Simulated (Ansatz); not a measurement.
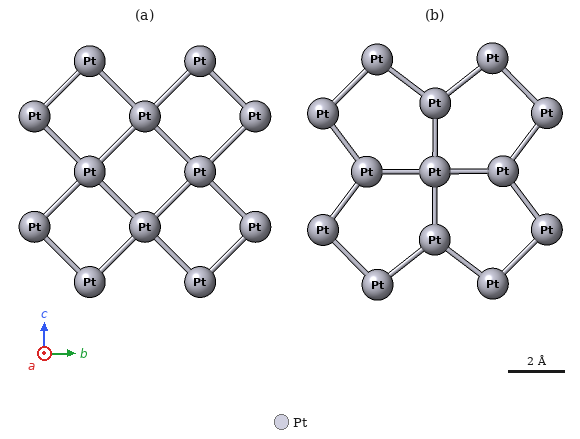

Left: perfect Pt. Right: the same region with one point defect, after relaxing the atoms in a supercell of 62 sites. A ball-and-stick model of the atoms within 4.6 Å of one point, in a slice 3.4 Å thick across the line of sight, seen along the a axis.

These are results of DFT PBE, scalar-relativistic, plane waves, PAW in Ansatz, not measurements. Settings: plane-wave cutoff 420 eV; k-point mesh 3 × 3 × 3; occupations gaussian; smearing width 0.1 eV; no spin polarisation. The cell is small and the k-mesh coarse, so the numbers are rough. The axes drawn are those of the host's conventional cell.

Which defect is it?

An extra platinum atom is put between the host's atoms (an interstitial).

The charge state of the cell is 0.

What does the relaxation do around it?

The Pt atom starts with 6 Pt at 1.99 Å around its place and ends with 6 Pt at 2.45 Å. Of the host's atoms, a platinum atom moves furthest from its site, by 0.47 Å. The Pt atom itself moves 0.10 Å from where it was put.
